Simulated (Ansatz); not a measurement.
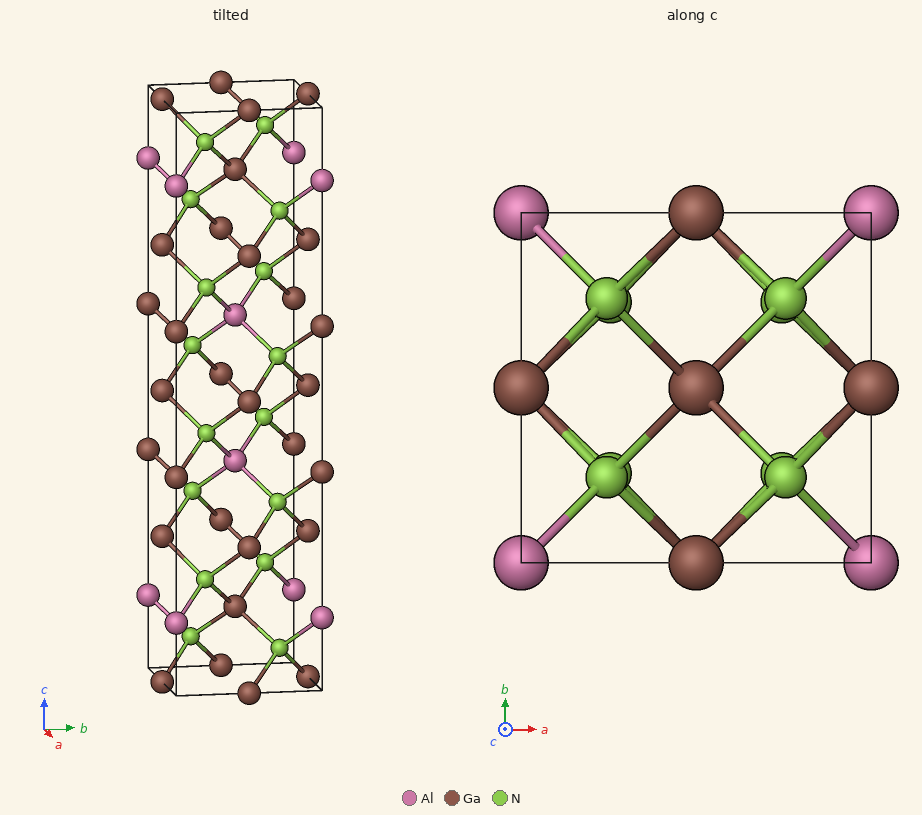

We look at a ball-and-stick model of the crystal slightly off an axis and along the c axis. One conventional unit cell is framed, with atoms on its boundary repeated.

AlGa3N4, space group I-42m (No. 121), a = 4.47 Å, b = 4.47 Å, c = 17.86 Å, α = 90.00°, β = 90.00°, γ = 90.00°.

Results below were computed with DFT r2SCAN, scalar-relativistic, plane waves, PAW (Ansatz 0.2.0); the settings were a cutoff energy of 500 eV, k-points about 0.29 Å⁻¹ apart, Gaussian smearing of 0.05 eV, no spin polarisation.

### What is the electronic character?

A semiconductor at this level, with a gap of 2.81 eV on the k-mesh (the true edges may lie between mesh points, so the gap can be somewhat smaller).

### Under what pressure is the structure?

The computed pressure is 0.0 GPa, close to zero.

The structure was taken from a structure listed in the Materials Project. The cell was then strained or its atoms displaced on purpose. It was run through Ansatz as a DFT input.
